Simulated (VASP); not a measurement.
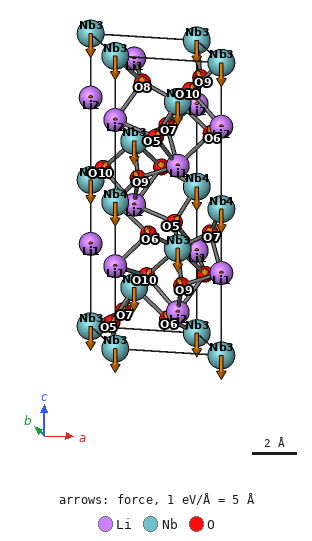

Starting geometry of solid LiNbO$_{3}$ (set up in R3c) with the computed forces as orange arrows. Style: ball-and-stick. Shown: the conventional cell (3 times the calculation's cell), slightly off an axis. Lengths and directions refer to the drawn axes.

The run lets cell and atoms move.

Computed with Kohn-Sham DFT of a periodic cell, LDA, VASP PAW LDA potentials, recommended in VASP.

Input file:
```
SYSTEM = LiNbO3
  ALGO = Normal
  EDIFF = 1E-6
  EDIFFG = -0.01
  ENCUT = 600
  IBRION = 2
  ISIF = 3
  ISMEAR = 0
  KPAR = 4
  LASPH = .TRUE.
  LCHARG = .FALSE.
  LREAL = .FALSE.
  LWAVE = .FALSE.
  NELM = 80
  NSW = 90
  PREC = Accurate
  SIGMA = 0.03
```

Command:
```bash
cat potpaw_LDA.64/Li_sv/POTCAR potpaw_LDA.64/Nb_sv/POTCAR potpaw_LDA.64/O/POTCAR > POTCAR
mpirun -np 4 vasp_std > vasp.out
```

Question: Is this structure relaxed? If not, where do the atoms go?

Answer: It isn't relaxed: the largest force vector, on Nb atoms, is 0.24 eV/Å. The final displacements have little in common with the starting forces (cosine between the two patterns 0.13). The energy falls by 9.9 meV per atom in 14 geometry steps. Largest force component: 0.24 eV/Å at the start, 0.0095 eV/Å at the end. The pressure goes from −5.83 to −0.04 GPa. The largest moves relative to the cell, 0.039 Å, are those of O5, O6, O7, O8, O9 and O10. O10 goes roughly along [−2 −3 0]. Largest moves by element: O 0.039 Å, Nb 0.026 Å, Li 0.003 Å. The volume changes by −4.7 %, with a = b 5.152 → 5.065 Å (−1.7 %), c 13.869 → 13.674 Å (−1.4 %). Some distances before and after: Li1–O10 2.069 → 1.999 Å, Nb3–O10 2.128 → 2.079 Å, Li1–O5 2.243 → 2.217 Å, Nb3–O5 1.878 → 1.883 Å. The space group stays R3c (No. 161).
